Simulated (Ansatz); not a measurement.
# CdS: what the fields show

The calculation's input:

```
crystal:
  lattice:
    - [4.0811063841, 0.0, 0.0]
    - [-2.040553192, 3.5343418042, 0.0]
    - [0.0, 0.0, 9.5815343197]
  atoms:
    - { symbol: Cd, position: [0.4641678299, 0.4641678299, 0.0] }
    - { symbol: Cd, position: [0.0, 0.5358321701, 0.6666666667] }
    - { symbol: Cd, position: [0.5358321701, 0.0, 0.3333333333] }
    - { symbol: S, position: [0.483408043, 0.483408043, 0.5] }
    - { symbol: S, position: [0.0, 0.516591957, 0.1666666667] }
    - { symbol: S, position: [0.516591957, 0.0, 0.8333333333] }
basis:
  ecutwfc: 420
kpoints:
  mp_grid: { grid: [12, 12, 4] }
hamiltonian:
  xc: pbe
scf:
  occupations: { method: gaussian, width: 0.02 }
output:
  forces: true
  stress: true
  eigenvalues: true
  write_density: true
  write_potential: true
  elf: true
  volumetric_format: npy
relax:
  adjacent_minimum: "off"
  f_tol: 0.01
  max_steps: 60
  cell: { stress_tol: 0.1 }
```

Launched as:

```sh
ansatz run input.yaml --threads 1 --pin off --max-ram 2560MiB --backend cpu --events-out ev --progress --plain --runs-dir out
```

Below, planes, directions and counts refer to the conventional cell (a = 4.08 Å, b = 4.08 Å, c = 9.58 Å, α = 90.00°, β = 90.00°, γ = 120.00°).

The fields are those of the relaxed geometry.

Space group P3₁21; a structure from a database of computed crystals, not necessarily the ambient phase.

The calculation used DFT PBE, scalar-relativistic, plane waves, PAW in Ansatz.

In a PAW calculation such maps are meaningful between the atoms, not at the nuclei.

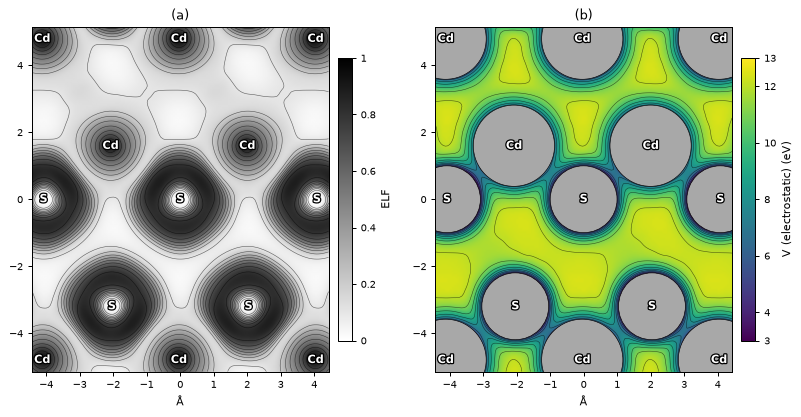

Figure 1. (a) ELF; (b) electrostatic potential energy of an electron on the (100) plane of the conventional cell. Grey discs cover the atomic cores in the potential map.

What do the fields say about this system?

- Atoms in the plane: Cd and S.
- Cd–S (2.57 Å): the ELF peaks at about 0.90 in the valence shell of S, 0.8 Å from its nucleus, and is about 0.35 at the midpoint.
- Cd–S (2.63 Å): the ELF peaks at about 0.90 in the valence shell of S, 0.8 Å from its nucleus, and drops to about 0.15 between the two atoms.
- The features right at Cd lie inside the PAW spheres, where the map follows smoothed inner orbitals and isn't to be read closely.
- Outside the cores the potential energy rises away from the atoms and is highest about 2.2 Å from the nearest atoms; its zero is arbitrary.

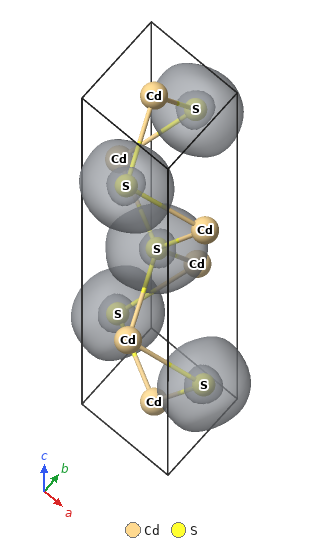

Figure 2. Isosurface of the electron localisation function at 0.65 (grey), seen at an oblique angle. Only the valence region is drawn (cores and ρ < 0.01 e/Å³ removed). Sticks mark near contacts.

Where are the electrons localised?

The ELF exceeds this value in three regions wrapped around S (the valence shell of each), counted in one cell of 6 atoms. Any copies at cell faces, edges or corners count once.

Does the calculation give a band gap?

It is gapped, with a Kohn–Sham gap of 0.54 eV on the k-point mesh (the band edges may lie off the mesh, which would make the gap smaller).
